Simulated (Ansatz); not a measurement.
# Ca: a changed input and its effect

System: Ca (1 atom in the cell).
Method of run 1: DFT, PBEsol, plane waves, PAW, no spin polarisation (Ansatz 0.2.0).

The structure is a generated one, with these elements put on the sites of a known structure type; it need not be a known phase. Text and figures count atoms from 1; the logs count them from 0 in places.

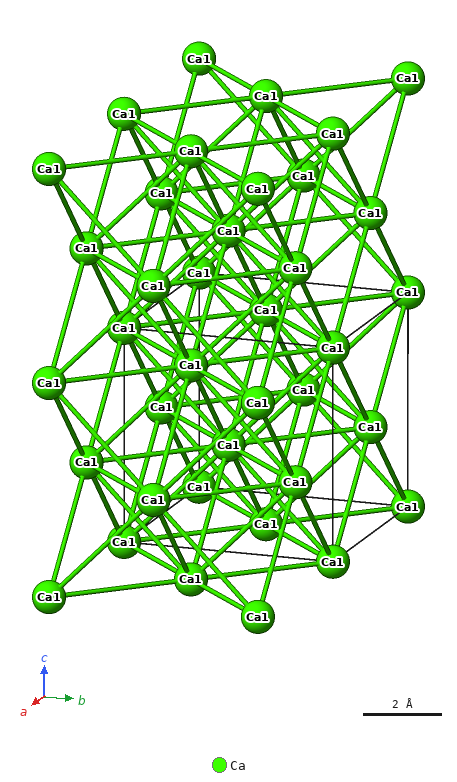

Figure 1. The structure as given in the input (ball-and-stick view of the cell 4 times as large as that of the calculation, set on its symmetry axes, repeated 2 × 1 × 2, seen slightly off an axis; atoms are numbered from 1 in the order of the input).

## The input, run 1
```yaml
crystal:
  lattice:
    - [0.0, 2.871745, 2.871745]
    - [2.871745, 0.0, 2.871745]
    - [2.871745, 2.871745, 0.0]
  atoms:
    - { symbol: Ca, position: [0.0, 0.0, 0.0] }
  symmetry: { tolerance: 0.0003 }
kpoints:
  mp_grid: { grid: [5, 5, 5], shift: [0, 0, 0] }
magnetization:
  spin_polarized: false
scf:
  occupations: { method: fermi_dirac }
  mixing: { algorithm: msr1, beta: 0.7, ndim: 4 }
hamiltonian:
  pseudopotentials: { kind: paw }
  xc: pbesol
basis:
  ecutwfc: 420
output:
  forces: true
  stress: true
  eigenvalues: true
  write_density: true
  write_potential: true
  elf: true
  volumetric_format: npy
relax:
  max_steps: 40
  cell: {}
```

Launched with:
```bash
ansatz run input.yaml --threads 1 --pin off --max-ram 2560MiB --backend cpu --events-out ev --progress --plain --runs-dir out
```

Hardware: 1 thread of an Arm (aarch64) CPU, shared host.

## Output, shortened to warnings, some set-up lines, iterations and results (run 1)
```
Basis set: ecut = 420 eV, 941 PW (Γ), exchange–correlation on 60×60×60 points (8 copies of the dense FFT grid, shifted against one another)
Symmetry: 48 space group operations
k-points: 10 of 125
Initial density: superposition of atomic densities (neutral atoms: chi_scale 0, normalization atom), corrected by the library's trained network
[...]
SCF iter   1: F=—  HF=-1793.698265 eV  |F-HF|=—  |Δ(HF+E_count)|=         —  Δρ=1.88e-3  dr2=1.44e-3  ethr=1.77e-3  ⟨swp⟩=5.4  Hψ=704  notcnv=0
SCF iter   2: F=—  HF=-1793.698020 eV  |F-HF|=—  |Δ(HF+E_count)|=   2.45e-4  Δρ=4.65e-4  dr2=7.22e-5  ethr=1.44e-5  ⟨swp⟩=2.6  Hψ=222  notcnv=0
SCF iter   3: F=—  HF=-1793.698011 eV  |F-HF|=—  |Δ(HF+E_count)|=   9.10e-6  Δρ=1.34e-4  dr2=5.82e-6  ethr=7.22e-7  ⟨swp⟩=2.5  Hψ=152  notcnv=0
SCF iter   4: F=—  HF=-1793.698012 eV  |F-HF|=—  |Δ(HF+E_count)|=   8.04e-7  Δρ=1.73e-5  dr2=1.22e-7  ethr=5.82e-8  ⟨swp⟩=2.0  Hψ=141  notcnv=0
SCF iter   5: F=-1793.698012 eV  HF=-1793.698012 eV  |F-HF|=1.19e-9  |Δ(HF+E_count)|=   4.29e-8  Δρ=3.76e-6  dr2=9.29e-9  ethr=1.22e-9  ⟨swp⟩=2.7  Hψ=152  notcnv=0
[... 24 lines ...]
SCF iter   2: F=—  HF=-1793.748920 eV  |F-HF|=—  |Δ(HF+E_count)|=   2.07e-7  Δρ=1.19e-5  dr2=6.03e-9  ethr=7.59e-10  ⟨swp⟩=2.0  Hψ=121  notcnv=0
SCF iter   3: F=—  HF=-1793.748920 eV  |F-HF|=—  |Δ(HF+E_count)|=   6.79e-9  Δρ=9.23e-7  dr2=3.26e-10  ethr=6.03e-11  ⟨swp⟩=2.0  Hψ=134  notcnv=0
SCF iter   4: F=-1793.748920 eV  HF=-1793.748920 eV  |F-HF|=5.00e-12  |Δ(HF+E_count)|=  1.58e-10  Δρ=2.47e-7  dr2=7.25e-12  ethr=1.00e-12  ⟨swp⟩=4.0  Hψ=382  notcnv=0
SCF 5 converged in 4 iterations: F = -1793.748920 eV  dr2 = 7.25e-12
relax step   5: F+E_penalty+E_count = -1793.74892046 eV  Δ(F+E_penalty+E_count) = +2.788e-5 eV  max|allowed force component| = 0.000e0 eV/Å  Δτ_max = 0.0000 Å  P = -0.045 GPa …
basis re-selected at this cell: Δ(F+E_penalty+E_count) = +2.788e-5 eV, ΔP = -0.000 GPa vs the last step (what re-selecting the basis moved, of the pressure what is left beyond the Pulay correction that the steps carried, after the strain that the cell walked since its last selection, with what the …
SCF converged after 4 iterations
Free energy (F): -1793.748920 eV
Harris-Foulkes:  -1793.748920 eV  (|F-HF|=5.00e-12)
Internal energy: -1793.712656 eV  (E = F + TS)
E sigma→0 (E₀):  -1793.730788 eV
Entropy (-TS):   -0.036265 eV (-36.265 meV/atom)
Fermi energy:    5.090175 eV
--- Per-component energies (eV) ---
  E_band       = -171.481450
  E_kinetic    = 275.593254
  E_local      = -837.565840  (includes V_loc(G=0)·N_el)
  E_nonlocal   = 64.744616
  E_hartree    = 279.427042
  E_xc         = -134.316121
  E_vxc        = -168.291589  (∫ρ·V_xc dr)
  E_paw        = -836.726410  (= ΣΔE_a)
  E_vpaw       = -64.816030  (= ΣTr[D̂ρ^β])
  E_aug_tail   = -0.000006  (compensation charges beyond the density's cutoff)
  E_ewald      = -604.987986
  E_core_change = 0.118794  (= ΣΔE_core)
  E_smearing   = -0.036265  (= −TS)
  E_closure    = -0.000000  (closes the sum)
  Σ components = -1793.748920   (vs F -1793.748920, Δ=0.00e0)
--- Forces (eV/Å), atoms counted from 1 ---
  atom   1  Ca     0.00000000    -0.00000000     0.00000000
  max |Σ_I F_I| component: 4.93e-32 eV/Å
--- Stress (GPa, compression-positive) ---
       -0.045009       0.000000       0.000000
        0.000000      -0.045009       0.000000
        0.000000       0.000000      -0.045009
  P = ⅓ Tr σ = -0.0450 GPa (-0.450 kbar)
--- Relaxed structure (4 steps of the walk, 4 accepted, 1 SCFs on fresh bases) ---
  F+E_penalty+E_count = -1793.74892046 eV   max|allowed force component| = 0.000e0 eV/Å   (the final SCF, on the basis selected at the relaxed cell)
  cell:  # Å, volume = 40.6110 Å³
    - [6.639906680367066e-34, 2.7281693997241794, 2.7281693997241794]
    - [2.7281693997241794, -8.407363854277723e-34, 2.7281693997241794]
    - [2.7281693997241794, 2.7281693997241794, 1.0716204306683537e-33]
  atoms:
    - { symbol: Ca, position: [0.0, 0.0, 0.0] }
```

For run 2 the input was changed thus:
```diff
-  mixing: { algorithm: msr1, beta: 0.7, ndim: 4 }
+  ecutrho_ratio: 9
+accuracy: low
```

How does run 2 compare with run 1?

The energy doesn't change within 0.01 meV per atom. The SCF takes 23 iterations over all geometry steps against 24.

## Output, shortened to warnings, some set-up lines, iterations and results (run 2)
```
Basis set: ecut = 420 eV, 941 PW (Γ), exchange–correlation on 90×90×90 points (8 copies of the dense FFT grid, shifted against one another)
Symmetry: 48 space group operations
k-points: 10 of 125
Initial density: superposition of atomic densities (neutral atoms: chi_scale 0, normalization atom), corrected by the library's trained network
[...]
SCF iter   1: F=—  HF=-1793.698266 eV  |F-HF|=—  |Δ(HF+E_count)|=         —  Δρ=1.88e-3  dr2=1.44e-3  ethr=1.77e-3  ⟨swp⟩=5.4  Hψ=704  notcnv=0
SCF iter   2: F=—  HF=-1793.697993 eV  |F-HF|=—  |Δ(HF+E_count)|=   2.74e-4  Δρ=5.15e-4  dr2=4.54e-5  ethr=1.44e-5  ⟨swp⟩=2.8  Hψ=227  notcnv=0
SCF iter   3: F=—  HF=-1793.698007 eV  |F-HF|=—  |Δ(HF+E_count)|=   1.43e-5  Δρ=2.26e-4  dr2=8.60e-6  ethr=4.54e-7  ⟨swp⟩=1.0  Hψ=90  notcnv=0
SCF iter   4: F=-1793.698012 eV  HF=-1793.698012 eV  |F-HF|=4.12e-9  |Δ(HF+E_count)|=   4.50e-6  Δρ=3.61e-6  dr2=7.43e-9  ethr=8.60e-8  ⟨swp⟩=1.0  Hψ=90  notcnv=0
SCF iter   5: F=-1793.698012 eV  HF=-1793.698012 eV  |F-HF|=1.82e-12  |Δ(HF+E_count)|=   4.02e-9  Δρ=6.30e-7  dr2=6.89e-11  ethr=7.43e-11  ⟨swp⟩=2.1  Hψ=149  notcnv=0
[... 23 lines ...]
SCF iter   2: F=—  HF=-1793.748920 eV  |F-HF|=—  |Δ(HF+E_count)|=   2.24e-6  Δρ=2.02e-5  dr2=1.68e-8  ethr=7.55e-10  ⟨swp⟩=1.7  Hψ=120  notcnv=0
SCF iter   3: F=—  HF=-1793.748920 eV  |F-HF|=—  |Δ(HF+E_count)|=   1.61e-8  Δρ=1.01e-6  dr2=2.22e-10  ethr=1.68e-10  ⟨swp⟩=3.0  Hψ=140  notcnv=0
SCF iter   4: F=-1793.748920 eV  HF=-1793.748920 eV  |F-HF|=9.55e-12  |Δ(HF+E_count)|=  1.66e-11  Δρ=2.62e-7  dr2=5.63e-12  ethr=1.00e-12  ⟨swp⟩=3.9  Hψ=379  notcnv=0
SCF 5 converged in 4 iterations: F = -1793.748920 eV  dr2 = 5.63e-12
relax step   5: F+E_penalty+E_count = -1793.74892032 eV  Δ(F+E_penalty+E_count) = +2.788e-5 eV  max|allowed force component| = 0.000e0 eV/Å  Δτ_max = 0.0000 Å  P = -0.045 GPa …
basis re-selected at this cell: Δ(F+E_penalty+E_count) = +2.788e-5 eV, ΔP = -0.000 GPa vs the last step (what re-selecting the basis moved, of the pressure what is left beyond the Pulay correction that the steps carried, after the strain that the cell walked since its last selection, with what the …
SCF converged after 4 iterations
Free energy (F): -1793.748920 eV
Harris-Foulkes:  -1793.748920 eV  (|F-HF|=9.55e-12)
Internal energy: -1793.712656 eV  (E = F + TS)
E sigma→0 (E₀):  -1793.730788 eV
Entropy (-TS):   -0.036264 eV (-36.264 meV/atom)
Fermi energy:    5.090190 eV
--- Per-component energies (eV) ---
  E_band       = -171.481263
  E_kinetic    = 275.593284
  E_local      = -837.565169  (includes V_loc(G=0)·N_el)
  E_nonlocal   = 64.744624
  E_hartree    = 279.426803
  E_xc         = -134.316132
  E_vxc        = -168.291604  (∫ρ·V_xc dr)
  E_paw        = -836.726414  (= ΣΔE_a)
  E_vpaw       = -64.816035  (= ΣTr[D̂ρ^β])
  E_aug_tail   = -0.000000  (compensation charges beyond the density's cutoff)
  E_ewald      = -604.988446
  E_core_change = 0.118794  (= ΣΔE_core)
  E_smearing   = -0.036264  (= −TS)
  E_closure    = -0.000000  (closes the sum)
  Σ components = -1793.748920   (vs F -1793.748920, Δ=0.00e0)
--- Forces (eV/Å), atoms counted from 1 ---
  atom   1  Ca     0.00000000    -0.00000000     0.00000000
  max |Σ_I F_I| component: 3.29e-32 eV/Å
--- Stress (GPa, compression-positive) ---
       -0.044971       0.000000       0.000000
        0.000000      -0.044971       0.000000
        0.000000       0.000000      -0.044971
  P = ⅓ Tr σ = -0.0450 GPa (-0.450 kbar)
--- Relaxed structure (4 steps of the walk, 4 accepted, 1 SCFs on fresh bases) ---
  F+E_penalty+E_count = -1793.74892032 eV   max|allowed force component| = 0.000e0 eV/Å   (the final SCF, on the basis selected at the relaxed cell)
  cell:  # Å, volume = 40.6109 Å³
    - [7.993364876604957e-34, 2.7281673254321923, 2.7281673254321923]
    - [2.7281673254321923, -1.3948580940051678e-33, 2.7281673254321923]
    - [2.7281673254321923, 2.7281673254321923, -1.878918437130249e-34]
  atoms:
    - { symbol: Ca, position: [0.0, 0.0, 0.0] }
```

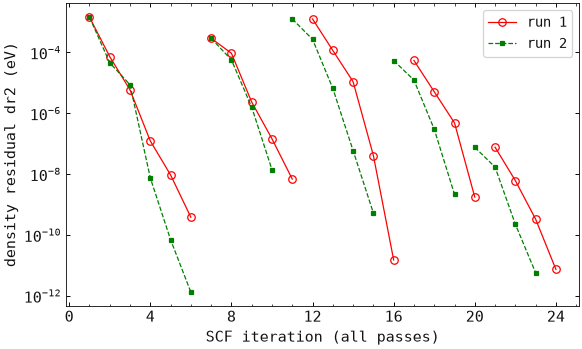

Figure 2. Convergence of the two runs: density residual dr2 against the SCF iteration. A break in a curve parts two SCF passes. Run 1 takes 24 iterations in all, and run 2 takes 23.

## The two runs side by side

| quantity | run 1 | run 2 |
| --- | --- | --- |
| outcome | converged | converged |
| free energy per atom (eV) | −1793.7489 | −1793.7489 |
| energy per atom, smearing taken to zero (eV) | −1793.7308 | −1793.7308 |
| pressure (GPa) | −0.05 | −0.04 |
| largest force (eV/Å) | 0.000 | 0.000 |
| SCF iterations | 24 | 23 |
| irreducible k-points | 10 | 10 |
| wall time (shared host) | 2.1 s | 3.1 s |

For run 2: These settings are looser than, or depart from, a standard set-up, so the numbers are not reference values for this system. The input asks for low accuracy.
